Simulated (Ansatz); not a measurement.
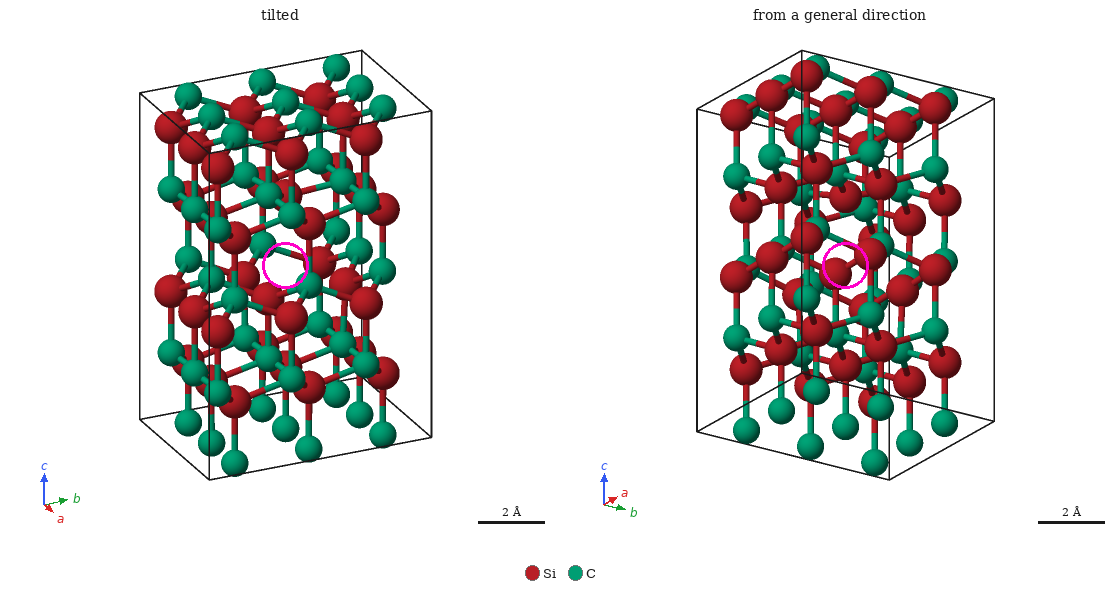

Ball-and-stick drawing of the structure, looking slightly off an axis and from a general direction. The edges of the supercell are marked. The host is SiC, in a cell of 72 sites, and the cell carries a charge of +2. A ring marks the defect's site.

Which defect is modelled here, and what are its neighbours?

Answer. A carbon vacancy. Around the empty site lie four Si at about 2.0 to 2.2 Å.

The atoms were relaxed in the host's cell with DFT PBE, scalar-relativistic, plane waves, PAW in Ansatz 0.2.0.
